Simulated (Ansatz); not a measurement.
Consider Sb (honeycomb monolayer).

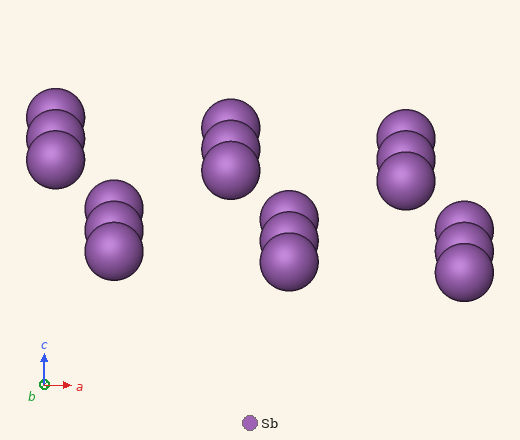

The structure (antimony purple). 3×3×1 cells are drawn.

The cell holds 2 atoms: 2 Sb. Cell: a = 4.081 Å, b = 4.081 Å, c = 26.500 Å, α = 90.0°, β = 90.0°, γ = 120.0°. Vacuum lies along c.

```
Sb
1.0
     4.08064    0.00000    0.00000
    -2.04032    3.53394    0.00000
     0.00000    0.00000   26.50000
Sb
2
Direct
  0.33333 0.66667 0.53099
  0.66667 0.33333 0.46901
```

The structure was relaxed with PBE-D3(BJ). The runs that relaxed it are not among those shown. Spin-orbit coupling is left out unless a run names it.

Gaps computed with Ansatz 0.2.0 without a self-energy: PBE 1.21 eV and HSE06 1.79 eV.

What gap should G0W0 on PBE give (3×3×1 mesh, 454 empty bands, screening to 65 eV, PAW set soft_1 files)?

About 1.59 eV: on its mesh the run moves the gap from 1.19 eV by +0.39 eV. Among the scalar-relativistic levels given, HSE06 is nearest (+0.20 eV). Bands and cutoff are finite, so the gap is not at the basis limit. The miss can reach some tenths of an eV and take either sign; the mesh is an error of its own. The mesh in the plane is coarse for a sheet; gap and any exciton binding can still move on denser ones. The many-body steps are scalar-relativistic: spin-orbit coupling is not in them.

[Paths, hosts, dates, memory and timing lines, banners, echoed tables and standing remarks are left out of the program output.]

[Logs are printed without paths, hosts, clocks, repeated set-up lines and the standing remarks that a program may print on its own settings, such as how far it seeks lower states.]

[Runs of the session that timed out or met a known fault of the program may be left out.]

[Cells called generated may have been cut or substituted from an entry of the Crystallography Open Database or the Materials Project.]

[Hosts, paths, dates, database ids (printed as entryN), source tags and the programs' standing remarks are cut or masked in the printed files.]
